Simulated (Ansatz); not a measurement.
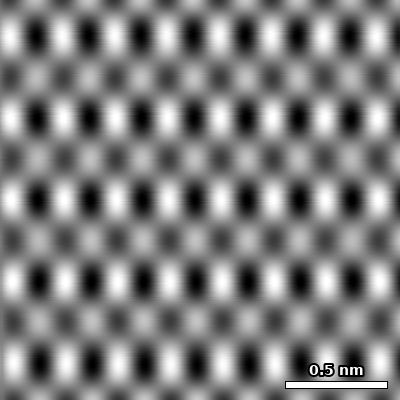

Phase-contrast TEM-like image of W (P6/mmm, No. 191) along [100]. Simulated in the weak-phase-object approximation with neutral-atom potentials: 300 kV, Cs = 0.60 mm, defocus −412 Å (negative is underfocus), defocus spread 20 Å, aperture 0.58 1/Å. A slight drift was added. Structure used: the end point of a relaxation with DFT, BLYP, plane waves (420 eV) with PAW, scalar-relativistic (Ansatz 0.2.0); the starting structure was generated, so it need not be a known form of this composition.

### What point resolution do these settings give, and which lattice spacings pass?

About 1.7 Å (0.66 |Cs|^(1/4) λ^(3/4) with λ = 0.0197 Å). The spacings that carry visible contrast are {001} at 2.64 Å, {101} at 2.22 Å. Columns 1.37 Å apart are closer than that and merge.

### Do the atom columns appear dark or bright, and why?

Dark. With positive Cs and underfocus sin χ is negative over the pass band, so the strongest columns (W) come out darker than the background.
